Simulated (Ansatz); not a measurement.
## Electronic structure of Ti₄O₃ in real space

Input

```
crystal:
  lattice:
    - [-2.13448648, 2.13448648, 4.10608314]
    - [2.13448648, -2.13448648, 4.10608314]
    - [2.13448648, 2.13448648, -4.10608314]
  atoms:
    - { symbol: Ti, position: [0.0, 0.5, 0.5] }
    - { symbol: Ti, position: [0.27258871, 0.27258871, 0.0] }
    - { symbol: Ti, position: [0.5, 0.0, 0.5] }
    - { symbol: Ti, position: [0.72741129, 0.72741129, 0.0] }
    - { symbol: O, position: [0.75, 0.25, 0.5] }
    - { symbol: O, position: [0.0, 0.0, 0.0] }
    - { symbol: O, position: [0.25, 0.75, 0.5] }
basis:
  ecutwfc: 420
kpoints:
  mp_grid: { grid: [12, 12, 12] }
hamiltonian:
  xc: pbesol
scf:
  occupations: { method: gaussian, width: 0.1 }
output:
  forces: true
  stress: true
  eigenvalues: true
  write_density: true
  write_potential: true
  elf: true
  volumetric_format: npy
relax:
  adjacent_minimum: "off"
  f_tol: 0.005
  max_steps: 80
  cell: { stress_tol: 0.05 }
```

Launched as:

```sh
ansatz run input.yaml --threads 2 --pin off --max-ram 5120MiB --backend cpu --events-out ev --progress --plain --runs-dir out
```

Below, planes, directions and counts refer to the conventional cell (a = 4.21 Å, b = 4.21 Å, c = 8.21 Å, α = 90.00°, β = 90.00°, γ = 90.00°).

The fields are those of the run's last geometry, not of the input's.

Space group I4/mmm; a structure from a database of computed crystals, not necessarily the ambient phase; computed without spin polarisation.

These are results of DFT PBEsol, scalar-relativistic, plane waves, PAW (Ansatz 0.2.0), not measurements.

The density is the valence pseudo-density of a PAW calculation; it isn't the true density close to the nuclei.

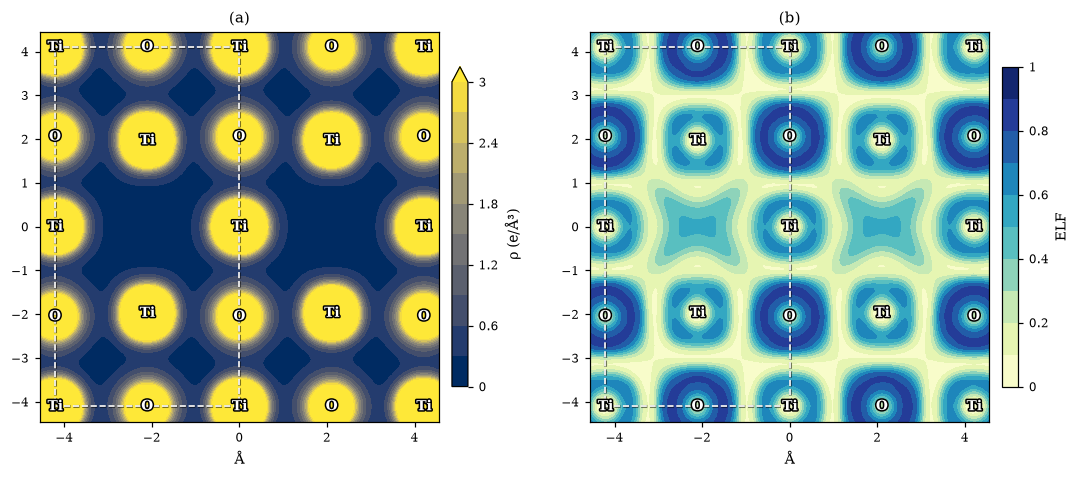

Figure 1. (a) valence pseudo-density; (b) ELF on the (010) plane of the conventional cell.

Q: Read the bonding off the picture.

A:
- The section cuts through Ti and O sites.
- Ti–O (2.05 Å): ρ is about 0.51 e/Å³ halfway; the ELF peaks at about 0.85 in the valence shell of O, 0.6 Å from its nucleus, and is about 0.10 at the midpoint; no shared electron pair shows on this line.
- Ti–Ti (2.88 Å): the density is about 0.21 e/Å³ at the midpoint; the ELF is about 0.20 at the midpoint (no localised pair shows between them).
- Ti–O (2.11 Å): the density is about 0.45 e/Å³ at the midpoint; the ELF peaks at about 0.85 in the valence shell of O, 0.6 Å from its nucleus, and is about 0.10 at the midpoint: no localised pair shows between them.
- Ti–Ti (3.00 Å): the density is about 0.17 e/Å³ at the midpoint; the ELF is about 0.10 at the midpoint (no localised pair shows between them).
- Between the atoms the lowest density in this plane is 0.16 e/Å³.
- The features right at Ti lie inside the PAW spheres, where the map follows smoothed inner orbitals and isn't to be read closely.

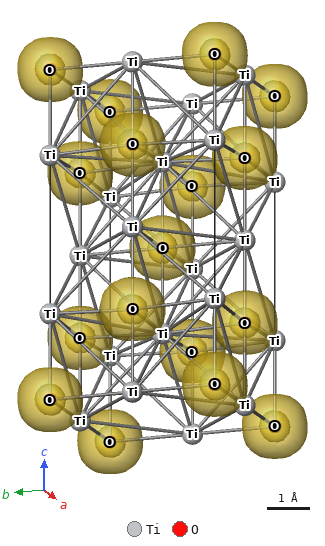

Figure 2. Isosurface of the electron localisation function at 0.7 (yellow), seen at an oblique angle. Core shells and regions of very low density are left out. Sticks mark near contacts.

Q: What do the ELF domains correspond to?

A: At this value the surface marks out six regions wrapped around O (the valence shell of each), counted in one cell of 14 atoms. Regions shared between cells count once.

Q: Does the calculation make it a metal, or give it a gap?

A: It is gapless in this calculation (a metal or semimetal); semilocal functionals without U, or without the true magnetic order, often close the gap of such compounds.
